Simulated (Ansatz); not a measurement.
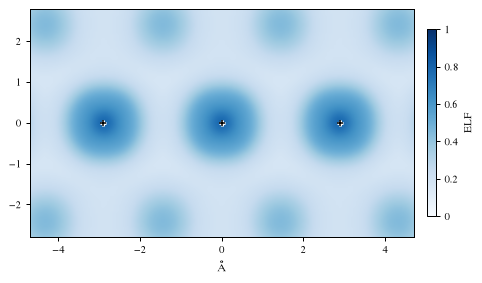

The ELF on a plane through atoms (crosses mark nuclei in the plane).

Level of theory: Kohn-Sham DFT of a periodic cell, PBEsol, spin-orbit coupling, Ansatz PAW in Ansatz 0.2.0.

Candidates:
A. Au, a = 2.90 Å, b = 2.90 Å, c = 4.88 Å, α = 90.00°, β = 90.00°, γ = 120.00°. Space group P6₃/mmc; computed pressure about −8 GPa in this cell.
B. Sr, a = 6.08 Å, b = 6.08 Å, c = 6.08 Å, α = 90.00°, β = 90.00°, γ = 90.00°. Space group Fm-3m.

Which system is this?

Candidate A: Au on the (100) plane of the conventional cell, which holds Au. Au–Au (2.90 Å): the ELF is about 0.20 at the midpoint: no localised pair shows between them.
